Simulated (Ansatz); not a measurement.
# B$_{3}$N$_{2}$: geometry relaxation (part 2 of 2)

The same run, continued: B$_{3}$N$_{2}$ (5 atoms in the cell); DFT PBE, scalar-relativistic, plane waves, PAW, no spin polarisation (Ansatz 0.2.0); cutoff 420 eV, 12×12×6 k-mesh, Gaussian smearing of 0.1 eV. The structure was made by a generator, so it may or may not be a known phase.

Geometry of the input (Å; fractional positions):
```
3.3332  0.0000  0.0000
-1.6666  2.8867  0.0000
0.0000  0.0000  8.4460
B  0.5000  0.0000  0.0000
B  0.0000  0.5000  0.0000
B  0.5000  0.5000  0.0000
N  0.0000  0.0000  0.4348
N  0.0000  0.0000  0.5652
```

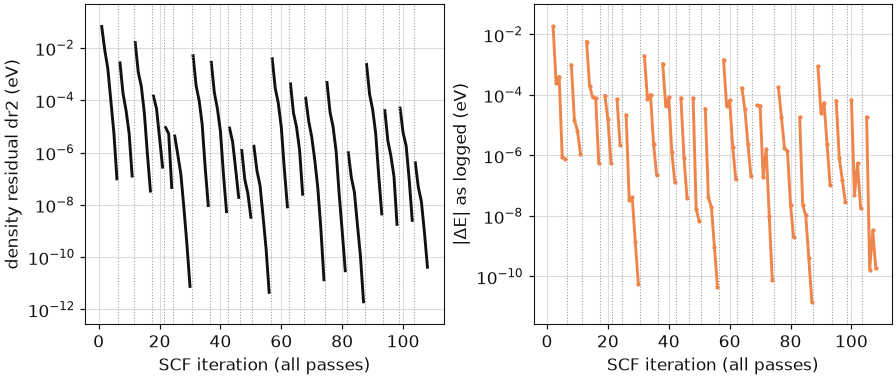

Fig. 1: Convergence of the self-consistent field: density residual dr2 and size of the energy change against the SCF iteration. The dotted lines part the SCF passes of the relaxation: geometry steps, rejected trials and re-solves on a re-selected basis. The 20 passes take 3 to 7 iterations each, 108 in all.

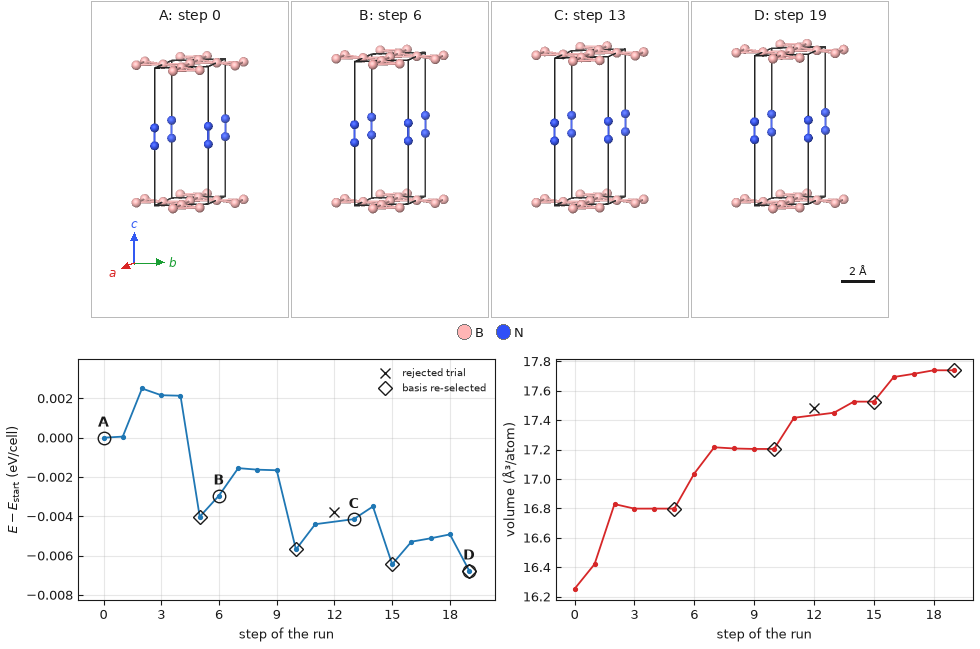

Fig. 2: Frames of the relaxation (ball-and-stick view of the cell of the calculation, with bonded neighbours outside it, seen slightly off an axis) above the curves, on which the letters mark them (the first geometry is step 0 here and step 1 in the log).

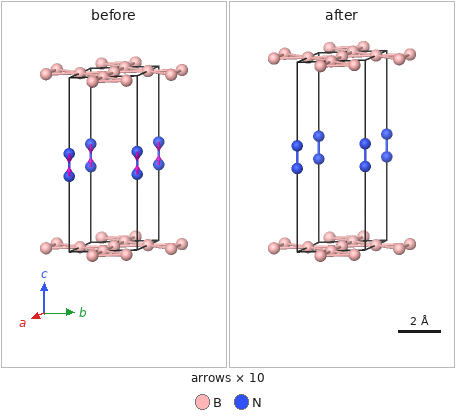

Fig. 3: Before (left) and after (right) the relaxation, at one scale (ball-and-stick view of the cell of the calculation, with bonded neighbours outside it, seen slightly off an axis). The pink arrows give the displacements (without the part carried along by the change of the cell), magnified 10 times. After 15 geometry steps the energy has fallen by 4.9 meV per cell of the calculation. Largest force component: 0.023 eV/Å at the start, 0.0046 eV/Å at the end. The pressure goes from 0.21 to 0.01 GPa. The line search rejected the trial step at point 12 (counted from 0) and went back. The basis was re-selected 3 times at an unchanged geometry, which shifts the energy a little without any move. The largest moves relative to the cell, 0.049 Å, are those of N4 and N5. B stays in place. The volume changes by +9.1 %, with a = b 3.333 → 3.336 Å (+0.1 %), c 8.446 → 9.202 Å (+8.9 %). The space group stays P6/mmm (No. 191). The energy change given includes the shifts at the re-selections in mid-walk, which come without any move. A last SCF at the same geometry on a re-selected plane-wave basis shifts the energy by −1.8 meV per cell of the calculation. (Atoms are counted from 1 in the order of the input.)

```
basis re-selected at this cell: Δ(F+E_penalty+E_count) = -1.841e-3 eV, ΔP = +0.005 GPa vs the last step (what re-selecting the basis moved, of the pressure what is left beyond the Pulay correction that the steps carried, after the strain that the cell walked since its last selection, with what the two solves' SCF thresholds leave and, on support functions, any second-order correction that the steps lacked; it is no measure of the basis error at this ecutwfc). This SCF's stress stands 4.38e-2 GPa from its target on what of the cell is left free (relax.cell.stress_tol is 5.00e-2 GPa) and its largest allowed force component is 4.58e-3 eV/Å (relax.f_tol is 1.00e-2 eV/Å): within both
SCF converged after 5 iterations
Free energy (F): -1232.935272 eV
Harris-Foulkes:  -1232.935272 eV  (|F-HF|=1.61e-11)
Internal energy: -1232.920797 eV  (E = F + TS)
E sigma→0 (E₀):  -1232.928034 eV
Entropy (-TS):   -0.014474 eV (-2.895 meV/atom)
Fermi energy:    0.253798 eV
--- Per-component energies (eV) ---
  E_band       = -139.652761
  E_kinetic    = 392.987954
  E_local      = -1075.446505  (includes V_loc(G=0)·N_el)
  E_nonlocal   = 132.080644
  E_hartree    = 356.659312
  E_xc         = -208.503900
  E_vxc        = -255.829823  (∫ρ·V_xc dr)
  E_paw        = -490.669367  (= ΣΔE_a)
  E_vpaw       = -46.763716  (= ΣTr[D̂ρ^β])
  E_aug_tail   = 0.000169  (compensation charges beyond the density's cutoff)
  E_ewald      = -340.029104
  E_smearing   = -0.014474  (= −TS)
  E_closure    = 0.000000  (closes the sum)
  Σ components = -1232.935272   (vs F -1232.935272, Δ=0.00e0)
--- Forces (eV/Å), atoms counted from 1 ---
  atom   1  B     -0.00000000    -0.00000000     0.00000000
  atom   2  B      0.00000000    -0.00000000     0.00000000
  atom   3  B     -0.00000000    -0.00000000     0.00000000
  atom   4  N     -0.00000000     0.00000000    -0.00457544
  atom   5  N      0.00000000    -0.00000000     0.00457544
  max |Σ_I F_I| component: 8.67e-19 eV/Å
--- Stress (GPa, compression-positive) ---
       -0.012185       0.000000       0.000000
       -0.000000      -0.012185       0.000000
        0.000000       0.000000       0.043782
  P = ⅓ Tr σ = 0.0065 GPa (0.065 kbar)
--- Band table (eV; the first three rows and the last of 76) ---
  k-point 0: bands = ["-22.8100", "-11.7563", "-8.3503", "-5.7988", "-5.5679", "-5.5679", "-5.1958", "-3.3685", "0.0455", "0.0455", "4.2959", "4.2959", "5.8362", "6.4688", "6.4688"]
  k-point 1: bands = ["-22.8101", "-11.7564", "-8.3492", "-5.7989", "-5.5679", "-5.5679", "-5.2027", "-3.3603", "0.0455", "0.0455", "4.2954", "4.2954", "5.7843", "6.4688", "6.4688"]
  k-point 2: bands = ["-22.8101", "-11.7566", "-8.3469", "-5.7989", "-5.5679", "-5.5679", "-5.2159", "-3.3437", "0.0455", "0.0455", "4.2955", "4.2955", "5.6868", "6.4689", "6.4689"]
  k-point 75: bands = ["-22.6450", "-8.6529", "-8.6529", "-7.8599", "-6.4319", "-6.4319", "-5.2870", "-4.5057", "1.0868", "1.0868", "3.1227", "3.1227", "3.9219", "3.9219", "5.6086"]
--- Relaxed structure (16 steps of the walk, 15 accepted, 4 SCFs on fresh bases) ---
  F+E_penalty+E_count = -1232.93527166 eV   max|allowed force component| = 4.575e-3 eV/Å   (the final SCF, on the basis selected at the relaxed cell)
  cell:  # Å, volume = 88.6952 Å³
    - [3.3361559064523387, 6.0888526517689976e-33, -5.574092178230677e-18]
    - [-1.6680779532261694, 2.889195765973227, 2.78704608911535e-18]
    - [-1.4124099216753245e-17, 3.3297763615371053e-32, 9.20188408747291]
  atoms:
    - { symbol: B, position: [0.49999999999999994, 4.188140462332772e-35, -1.0558325332246242e-19] }
    - { symbol: B, position: [1.941364482195699e-37, 0.49999999999999994, -1.0558325332246235e-19] }
    - { symbol: B, position: [0.49999999999999994, 0.49999999999999994, -1.0558325332246239e-19] }
    - { symbol: N, position: [-2.510887559876583e-19, 5.330171047643439e-34, 0.44012493000436065] }
    - { symbol: N, position: [2.5108875598765867e-19, -6.5123368931407285e-34, 0.5598750699956393] }
```

Trajectory as extended XYZ (Å, eV, eV/Å), 16 of the 20 frames kept, from step=1 to step=20
```
5
Lattice="3.3332 0.0000 0.0000 -1.6666 2.8867 0.0000 0.0000 0.0000 8.4460" Properties=species:S:1:pos:R:3:forces:R:3 step=1 energy=-1232.92851 pressure_GPa=0.21
B     1.6666    0.0000    0.0000    0.0000   0.0000   0.0000
B    -0.8333    1.4433    0.0000    0.0000   0.0000   0.0000
B     0.8333    1.4433    0.0000    0.0000   0.0000   0.0000
N     0.0000    0.0000    3.6721    0.0000   0.0000  -0.0230
N     0.0000    0.0000    4.7739    0.0000   0.0000   0.0230
5
Lattice="3.3340 0.0000 0.0000 -1.6670 2.8873 0.0000 0.0000 0.0000 8.5292" Properties=species:S:1:pos:R:3:forces:R:3 step=2 energy=-1232.92846 pressure_GPa=0.13
B     1.6670    0.0000    0.0000    0.0000   0.0000   0.0000
B    -0.8335    1.4437    0.0000    0.0000   0.0000   0.0000
B     0.8335    1.4437    0.0000    0.0000   0.0000   0.0000
N     0.0000    0.0000    3.7136    0.0000   0.0000  -0.0071
N     0.0000    0.0000    4.8156    0.0000   0.0000   0.0071
5
Lattice="3.3347 0.0000 0.0000 -1.6673 2.8879 0.0000 0.0000 0.0000 8.7215" Properties=species:S:1:pos:R:3:forces:R:3 step=4 energy=-1232.92635 pressure_GPa=-0.07
B     1.6673    0.0000    0.0000    0.0000   0.0000   0.0000
B    -0.8337    1.4440    0.0000    0.0000   0.0000   0.0000
B     0.8337    1.4440    0.0000    0.0000   0.0000   0.0000
N     0.0000    0.0000    3.8095    0.0000   0.0000   0.0861
N     0.0000    0.0000    4.9120    0.0000   0.0000  -0.0861
5
Lattice="3.3346 0.0000 0.0000 -1.6673 2.8878 0.0000 0.0000 0.0000 8.7223" Properties=species:S:1:pos:R:3:forces:R:3 step=5 energy=-1232.92638 pressure_GPa=-0.01
B     1.6673    0.0000    0.0000    0.0000   0.0000   0.0000
B    -0.8336    1.4439    0.0000    0.0000   0.0000   0.0000
B     0.8336    1.4439    0.0000    0.0000   0.0000   0.0000
N     0.0000    0.0000    3.8102    0.0000   0.0000   0.0020
N     0.0000    0.0000    4.9121    0.0000   0.0000  -0.0020
5
Lattice="3.3346 0.0000 0.0000 -1.6673 2.8878 0.0000 0.0000 0.0000 8.7223" Properties=species:S:1:pos:R:3:forces:R:3 step=6 energy=-1232.93253 pressure_GPa=0.11
B     1.6673    0.0000    0.0000    0.0000   0.0000   0.0000
B    -0.8336    1.4439    0.0000    0.0000   0.0000   0.0000
B     0.8336    1.4439    0.0000    0.0000   0.0000   0.0000
N     0.0000    0.0000    3.8102    0.0000   0.0000  -0.0073
N     0.0000    0.0000    4.9121    0.0000   0.0000   0.0073
5
Lattice="3.3352 0.0000 0.0000 -1.6676 2.8884 0.0000 0.0000 0.0000 8.8425" Properties=species:S:1:pos:R:3:forces:R:3 step=7 energy=-1232.93146 pressure_GPa=0.07
B     1.6676    0.0000    0.0000    0.0000   0.0000   0.0000
B    -0.8338    1.4442    0.0000    0.0000   0.0000   0.0000
B     0.8338    1.4442    0.0000    0.0000   0.0000   0.0000
N     0.0000    0.0000    3.8704    0.0000   0.0000  -0.0368
N     0.0000    0.0000    4.9721    0.0000   0.0000   0.0368
5
Lattice="3.3359 0.0000 0.0000 -1.6679 2.8889 0.0000 0.0000 0.0000 8.9276" Properties=species:S:1:pos:R:3:forces:R:3 step=9 energy=-1232.93014 pressure_GPa=-0.01
B     1.6679    0.0000    0.0000    0.0000   0.0000   0.0000
B    -0.8340    1.4445    0.0000    0.0000   0.0000   0.0000
B     0.8340    1.4445    0.0000    0.0000   0.0000   0.0000
N     0.0000    0.0000    3.9128    0.0000   0.0000   0.0101
N     0.0000    0.0000    5.0148    0.0000   0.0000  -0.0101
5
Lattice="3.3358 0.0000 0.0000 -1.6679 2.8889 0.0000 0.0000 0.0000 8.9261" Properties=species:S:1:pos:R:3:forces:R:3 step=10 energy=-1232.93017 pressure_GPa=0.00
B     1.6679    0.0000    0.0000    0.0000   0.0000   0.0000
B    -0.8340    1.4445    0.0000    0.0000   0.0000   0.0000
B     0.8340    1.4445    0.0000    0.0000   0.0000   0.0000
N     0.0000    0.0000    3.9121    0.0000   0.0000   0.0000
N     0.0000    0.0000    5.0140    0.0000   0.0000   0.0000
5
Lattice="3.3358 0.0000 0.0000 -1.6679 2.8889 0.0000 0.0000 0.0000 8.9261" Properties=species:S:1:pos:R:3:forces:R:3 step=11 energy=-1232.93420 pressure_GPa=0.04
B     1.6679    0.0000    0.0000    0.0000   0.0000   0.0000
B    -0.8340    1.4445    0.0000    0.0000   0.0000   0.0000
B     0.8340    1.4445    0.0000    0.0000   0.0000   0.0000
N     0.0000    0.0000    3.9121    0.0000   0.0000  -0.0058
N     0.0000    0.0000    5.0140    0.0000   0.0000   0.0058
5
Lattice="3.3362 0.0000 0.0000 -1.6681 2.8892 0.0000 0.0000 0.0000 9.0342" Properties=species:S:1:pos:R:3:forces:R:3 step=12 energy=-1232.93291 pressure_GPa=0.03
B     1.6681    0.0000    0.0000    0.0000   0.0000   0.0000
B    -0.8340    1.4446    0.0000    0.0000   0.0000   0.0000
B     0.8340    1.4446    0.0000    0.0000   0.0000   0.0000
N     0.0000    0.0000    3.9662    0.0000   0.0000  -0.0328
N     0.0000    0.0000    5.0680    0.0000   0.0000   0.0328
5
Lattice="3.3361 0.0000 0.0000 -1.6681 2.8892 0.0000 0.0000 0.0000 9.0524" Properties=species:S:1:pos:R:3:forces:R:3 step=14 energy=-1232.93266 pressure_GPa=0.01
B     1.6681    0.0000    0.0000    0.0000   0.0000   0.0000
B    -0.8340    1.4446    0.0000    0.0000   0.0000   0.0000
B     0.8340    1.4446    0.0000    0.0000   0.0000   0.0000
N     0.0000    0.0000    3.9752    0.0000   0.0000  -0.0010
N     0.0000    0.0000    5.0772    0.0000   0.0000   0.0010
5
Lattice="3.3362 0.0000 0.0000 -1.6681 2.8892 0.0000 0.0000 0.0000 9.0912" Properties=species:S:1:pos:R:3:forces:R:3 step=15 energy=-1232.93201 pressure_GPa=0.01
B     1.6681    0.0000    0.0000    0.0000   0.0000   0.0000
B    -0.8340    1.4446    0.0000    0.0000   0.0000   0.0000
B     0.8340    1.4446    0.0000    0.0000   0.0000   0.0000
N     0.0000    0.0000    3.9947    0.0000   0.0000  -0.0082
N     0.0000    0.0000    5.0966    0.0000   0.0000   0.0082
5
Lattice="3.3362 0.0000 0.0000 -1.6681 2.8892 0.0000 0.0000 0.0000 9.0912" Properties=species:S:1:pos:R:3:forces:R:3 step=16 energy=-1232.93495 pressure_GPa=0.02
B     1.6681    0.0000    0.0000    0.0000   0.0000   0.0000
B    -0.8340    1.4446    0.0000    0.0000   0.0000   0.0000
B     0.8340    1.4446    0.0000    0.0000   0.0000   0.0000
N     0.0000    0.0000    3.9947    0.0000   0.0000  -0.0126
N     0.0000    0.0000    5.0966    0.0000   0.0000   0.0126
5
Lattice="3.3362 0.0000 0.0000 -1.6681 2.8892 0.0000 0.0000 0.0000 9.1781" Properties=species:S:1:pos:R:3:forces:R:3 step=17 energy=-1232.93380 pressure_GPa=0.02
B     1.6681    0.0000    0.0000    0.0000   0.0000   0.0000
B    -0.8340    1.4446    0.0000    0.0000   0.0000   0.0000
B     0.8340    1.4446    0.0000    0.0000   0.0000   0.0000
N     0.0000    0.0000    4.0382    0.0000   0.0000  -0.0192
N     0.0000    0.0000    5.1400    0.0000   0.0000   0.0192
5
Lattice="3.3362 0.0000 0.0000 -1.6681 2.8892 0.0000 0.0000 0.0000 9.2019" Properties=species:S:1:pos:R:3:forces:R:3 step=19 energy=-1232.93343 pressure_GPa=0.00
B     1.6681    0.0000    0.0000    0.0000   0.0000   0.0000
B    -0.8340    1.4446    0.0000    0.0000   0.0000   0.0000
B     0.8340    1.4446    0.0000    0.0000   0.0000   0.0000
N     0.0000    0.0000    4.0500    0.0000   0.0000  -0.0016
N     0.0000    0.0000    5.1519    0.0000   0.0000   0.0016
5
Lattice="3.3362 0.0000 0.0000 -1.6681 2.8892 0.0000 0.0000 0.0000 9.2019" Properties=species:S:1:pos:R:3:forces:R:3 step=20 energy=-1232.93527 pressure_GPa=0.01
B     1.6681    0.0000    0.0000    0.0000   0.0000   0.0000
B    -0.8340    1.4446    0.0000    0.0000   0.0000   0.0000
B     0.8340    1.4446    0.0000    0.0000   0.0000   0.0000
N     0.0000    0.0000    4.0500    0.0000   0.0000  -0.0046
N     0.0000    0.0000    5.1519    0.0000   0.0000   0.0046
```

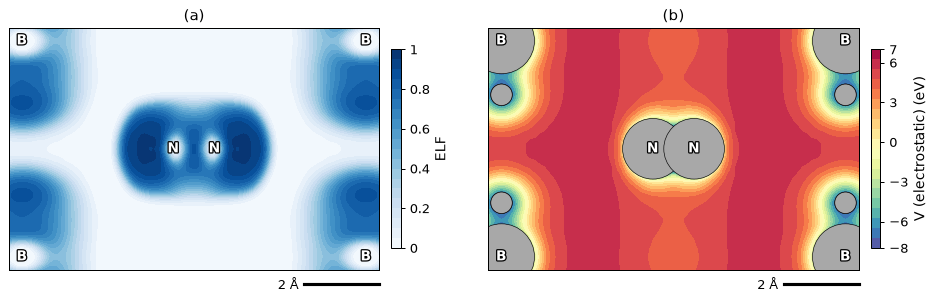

Fig. 4: (a) ELF; (b) electrostatic potential energy of an electron on the (110) plane of the conventional cell. Grey discs, where drawn, cover atomic cores. Atoms in the plane: B and N. N–N (1.10 Å): the ELF peaks at about 0.85 between the atoms (inside overlapping PAW spheres, so only a guide) (a double or triple bond). Outside the cores the potential energy rises away from the atoms and is highest about 1.7 Å from the nearest atoms; outside the discs it spans about 14 eV, and its zero is arbitrary. The fields are those of the smooth PAW valence density.

Results in brief

```tsv
quantity	value
outcome	converged
space group (tolerance 0.01 Å)	P6/mmm (191)
electrons treated	19
free energy	−1232.9353 eV
Fermi energy	0.254 eV
gap on the k-point mesh	none (metallic)
pressure	0.01 GPa
final volume	88.70 Å³
largest force (length of the vector) at the end	0.005 eV/Å
final cell	a = 3.336 Å, b = 3.336 Å, c = 9.202 Å, α = 90.00°, β = 90.00°, γ = 120.00°
hardware	1 thread of Intel Xeon @ 2.50GHz (Skylake/Cascade Lake), 189 GiB of memory available, shared host
wall time	4.4 min
peak memory	0.42 GiB
```

Remarks

The cell holds an odd number of electrons but the run has no spin polarisation, so a band is left half filled.
